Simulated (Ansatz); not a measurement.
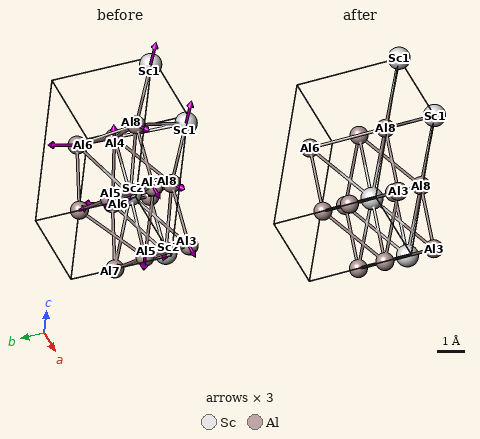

The structure of crystalline ScAl3 (set up in P1) (coarse preliminary run) before (left) and after (right) a relaxation, at one scale. The purple arrows give the displacements (the part carried along by the change of the cell is left out), magnified 3 times.

The picture is a ball-and-stick view of the cell of the calculation, repeated 2 × 1 × 1 with one cell outlined, seen from a free direction.

The calculation used DFT PBE, scalar-relativistic, plane waves, PAW (Ansatz). (plane-wave cutoff 420 eV; k-point mesh 6 × 6 × 6; occupations gaussian; smearing width 0.2 eV; no spin polarisation; cell and atoms relaxed; force threshold 0.025 eV/Å; at most 60 steps)

**Summarise the run.**

The run was cut off at its time limit before the relaxation converged, so the last structure is only a point on the way. The energy falls by 1.794 eV per cell of the calculation in 4 geometry steps. The largest force component goes from 2.9 to 0.0056 eV/Å. The pressure goes from 5.38 to −0.07 GPa. The atom that moves furthest relative to the cell is Al6 (0.45 Å along [−1 3 0]). By element the largest moves are Al 0.45 Å, Sc 0.32 Å. The drawn cell changes as follows: a 4.064 → 4.039 Å (−0.6 %), b 5.226 → 5.242 Å (+0.3 %), c 7.785 → 7.731 Å (−0.7 %), α 70.5° → 73.7°, β 76.0° → 74.9°, γ 67.1° → 67.4°; the volume changes by +0.3 %. Among the contacts that change: Al6–Al8 3.660 → 2.989 Å, Al6–Al8 (another image) 2.338 → 2.978 Å, Al6–Al8 (another image) 3.514 → 2.989 Å, Al4–Al5 3.239 → 2.847 Å. The space group (tolerance 0.01 Å) goes from P1 (No. 1) to Immm (No. 71). The run took 8.9 min on 1 thread of Intel(R) Xeon(R) Processor @ 2.50GHz (Skylake/Cascade Lake), with other jobs on the host, peak memory 0.65 GiB.
